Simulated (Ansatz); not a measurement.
```cif
data_structure
_symmetry_space_group_name_H-M 'P 1'
_symmetry_Int_Tables_number 1
_cell_length_a 4.6893
_cell_length_b 3.4268
_cell_length_c 5.1321
_cell_angle_alpha 90.000
_cell_angle_beta 99.653
_cell_angle_gamma 90.000
_cell_volume 81.30
loop_
_atom_site_label
_atom_site_type_symbol
_atom_site_fract_x
_atom_site_fract_y
_atom_site_fract_z
_atom_site_occupancy
Cu1 Cu 0.25000 0.24680 0.00000 1
Cu2 Cu 0.75000 0.74680 0.00000 1
Cu3 Cu 0.25000 0.75320 0.50000 1
Cu4 Cu 0.75000 0.25320 0.50000 1
O1 O 0.48850 0.91710 0.25370 1
O2 O 0.98850 0.41710 0.25370 1
O3 O 0.48850 0.08290 0.75370 1
O4 O 0.98850 0.58290 0.75370 1
```

Space group Cc; not relaxed (largest force 0.8 eV/Å); computed pressure about 6 GPa in this cell; computed without spin polarisation.

Method: DFT PBE, scalar-relativistic, plane waves, PAW in Ansatz 0.2.0.

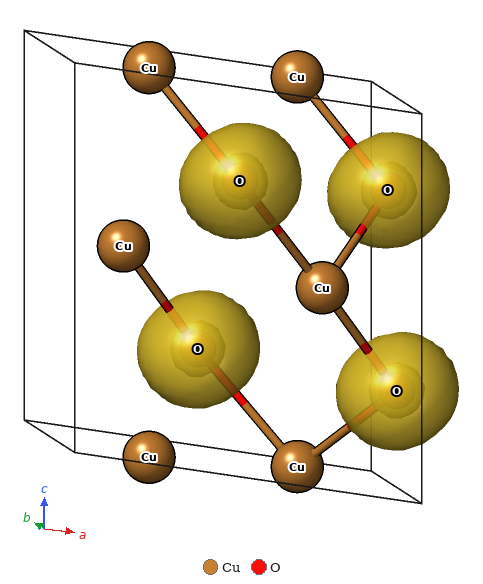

CuO. Isosurface of the electron localisation function at 0.7 (yellow), seen slightly off an axis. Core shells and regions of very low density are left out. Sticks mark near contacts.

Core electrons are frozen (PAW), and the valence fields are smoothed inside the atomic spheres.

### Identify the bonds, lone pairs and shells in this picture.

The ELF exceeds this value in four regions wrapped around O (the valence shell of each), counted in one cell of 8 atoms. Any copies at cell faces, edges or corners count once. Along the contacts the grid gives the following. Cu–O (1.91 Å): the ELF peaks at about 0.80 in the valence shell of O, 0.6 Å from its nucleus, and is about 0.20 at the midpoint; no shared electron pair shows on this line. Cu–O (1.98 Å): the ELF peaks at about 0.85 in the valence shell of O, 0.6 Å from its nucleus, and is about 0.20 at the midpoint: no shared electron pair shows on this line.
